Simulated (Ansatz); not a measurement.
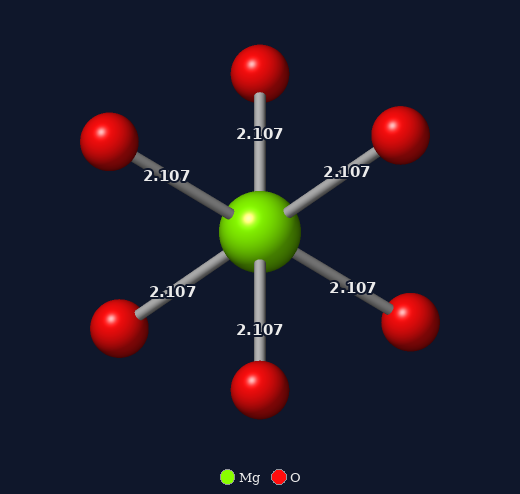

The surroundings of site Mg1 (at 0.000, 0.500, 0.500) in MgO (Fm-3m), with bond lengths in Å.

Origin of the cell: coordinates from a relaxation with Ansatz, DFT, PBEsol, plane waves, PAW; the starting structure was generated, so it need not be a known form of this composition.

```xyz
8
Lattice="4.2141 0.0000 0.0000 0.0000 4.2141 0.0000 0.0000 0.0000 4.2141" Properties=species:S:1:pos:R:3 pbc="T T T"
Mg    0.0000    2.1071    2.1071
O     0.0000    2.1071    0.0000
Mg    0.0000    0.0000    0.0000
O     0.0000    0.0000    2.1071
Mg    2.1071    2.1071    0.0000
O     2.1071    2.1071    2.1071
Mg    2.1071    0.0000    2.1071
O     2.1071    0.0000    0.0000
```

Bond valence s = exp((R0 − d)/b), R0 fitted to published crystal structures with b = 0.37 Å; R0 in Å: Mg2+–O 1.677.

> Calculate the bond-valence sum of Mg1 from the bonds drawn.

6 × 0.313 = 1.88 v.u., against a formal valence of 2: underbonded (bonds long for this ion) by 0.12.

> And over the whole structure?

```tsv
site	x, y, z	formal valence	bond-valence sum	difference
Mg1	0.000, 0.500, 0.500	+2	1.92	-0.08
O1	0.000, 0.500, 0.000	−2	1.92	-0.08
```

These sums include all anions within 5 Å. The global instability index (root mean square of the differences over all atoms) is 0.08 v.u.: little strain.
